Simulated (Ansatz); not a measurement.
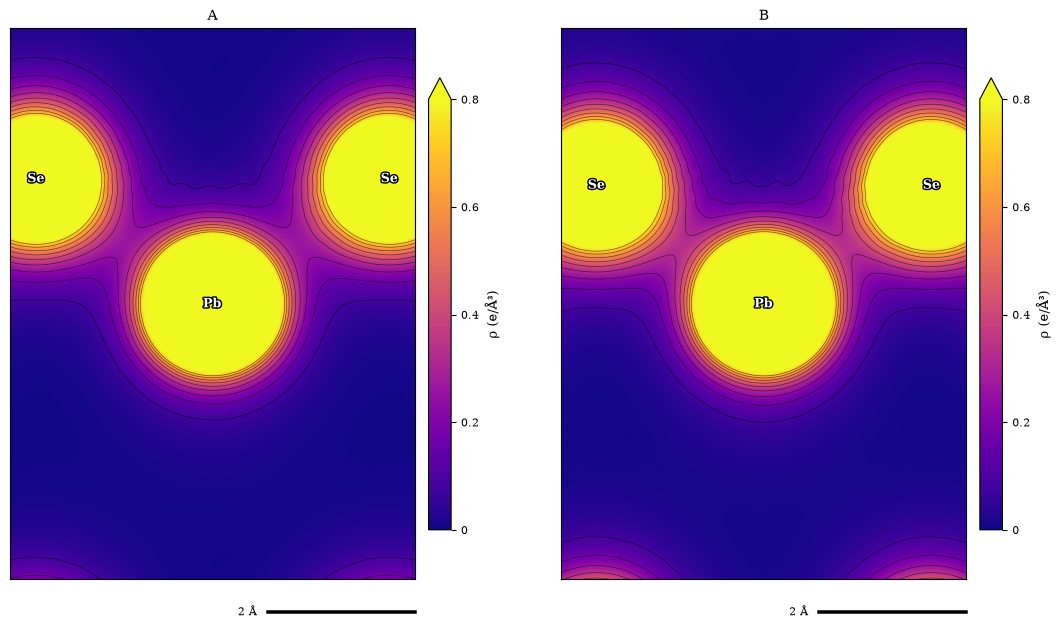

PbSe. The valence electron density of two cells that differ in size, on the (011̄) plane of each (indices in the axes of the calculation cell), at one length scale and on one colour scale: A has 39.2 Å³ an atom and B 33.4.

These are results of DFT LDA, scalar-relativistic, plane waves, PAW in Ansatz 0.2.0, not measurements.

Core electrons are frozen (PAW), and the valence fields are smoothed inside the atomic spheres.

The larger cell:

```cif
data_structure
_symmetry_space_group_name_H-M 'P 1'
_symmetry_Int_Tables_number 1
_cell_length_a 4.8056
_cell_length_b 4.8056
_cell_length_c 4.8056
_cell_angle_alpha 60.000
_cell_angle_beta 60.000
_cell_angle_gamma 60.000
_cell_volume 78.48
loop_
_atom_site_label
_atom_site_type_symbol
_atom_site_fract_x
_atom_site_fract_y
_atom_site_fract_z
_atom_site_occupancy
Pb1 Pb 0.00000 0.00000 0.00000 1
Se1 Se 0.25000 0.25000 0.25000 1
```

The smaller cell: a = 4.556 Å, b = 4.556 Å, c = 4.556 Å, α = 60.00°, β = 60.00°, γ = 60.00°.

Question: What does the compression do to the bonding and the properties?

Answer: From the larger cell to the smaller, Pb–Se goes from 2.94 to 2.79 Å, and the density at its midpoint from 0.26 to 0.33 e/Å³; the pressure goes from −1.3 to 6 GPa; the Kohn–Sham gap goes from 0.46 eV to metallic.
